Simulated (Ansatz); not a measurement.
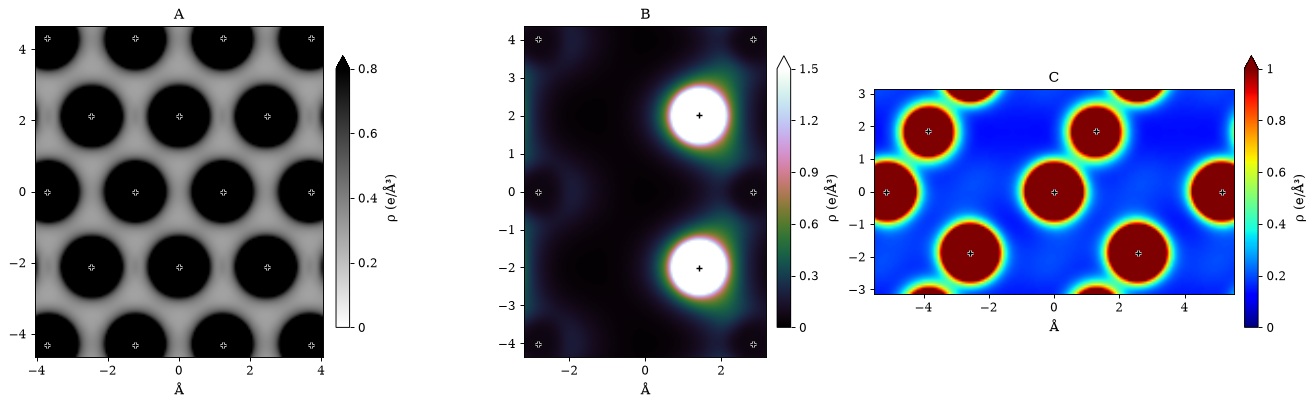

The valence pseudo-density of 3 systems, each on a plane through atoms (crosses mark nuclei in the plane).

The calculation used DFT PBEsol, scalar-relativistic, plane waves, PAW (Ansatz 0.2.0).

System 1: FeCo3, the (011̄) plane of the cell of the magnetic structure. Space group P4/mmm; a structure from a database of computed crystals, not necessarily the ambient phase; not relaxed (largest force 0.3 eV/Å); computed pressure about −13 GPa in this cell; spin-polarised.

System 2: AlAs, the (011) plane of the conventional cell. Space group F-43m.

```yaml
crystal:
  lattice:
    - [5.67460, 0.00000, 0.00000]
    - [0.00000, 0.00000, -5.67460]
    - [0.00000, 5.67460, 0.00000]
  atoms:
    - { symbol: Al, position: [0.50000, 0.50000, 0.00000] }
    - { symbol: Al, position: [0.00000, 0.50000, 0.50000] }
    - { symbol: Al, position: [0.00000, 0.00000, 0.00000] }
    - { symbol: Al, position: [0.50000, 0.00000, 0.50000] }
    - { symbol: As, position: [0.75000, 0.75000, 0.25000] }
    - { symbol: As, position: [0.25000, 0.75000, 0.75000] }
    - { symbol: As, position: [0.25000, 0.25000, 0.25000] }
    - { symbol: As, position: [0.75000, 0.25000, 0.75000] }
```

System 3: Zr3O, the (11̄0) plane of the conventional cell. Space group P6₃22.

```yaml
crystal:
  lattice:
    - [5.58339, 0.00000, 0.00000]
    - [-2.79170, 4.83536, 0.00000]
    - [0.00000, 0.00000, 5.15593]
  atoms:
    - { symbol: Zr, position: [0.33939, 0.00000, 0.00000] }
    - { symbol: Zr, position: [0.33939, 0.33939, 0.50000] }
    - { symbol: Zr, position: [0.00000, 0.33939, 0.00000] }
    - { symbol: Zr, position: [0.66061, 0.00000, 0.50000] }
    - { symbol: Zr, position: [0.66061, 0.66061, 0.00000] }
    - { symbol: Zr, position: [0.00000, 0.66061, 0.50000] }
    - { symbol: O, position: [0.33333, 0.66667, 0.25000] }
    - { symbol: O, position: [0.66667, 0.33333, 0.75000] }
```

> Which map belongs to which system?

Panel A is system 1, FeCo3: the plane holds Fe and Co. Co–Co (2.47 Å): ρ is about 0.38 e/Å³ halfway. Panel B is system 2, AlAs: the plane holds Al and As. Al–As (2.46 Å): the density is about 0.47 e/Å³ at the midpoint. Panel C is system 3, Zr3O: the plane holds Zr and O. Zr–O (2.25 Å): ρ is about 0.45 e/Å³ halfway.
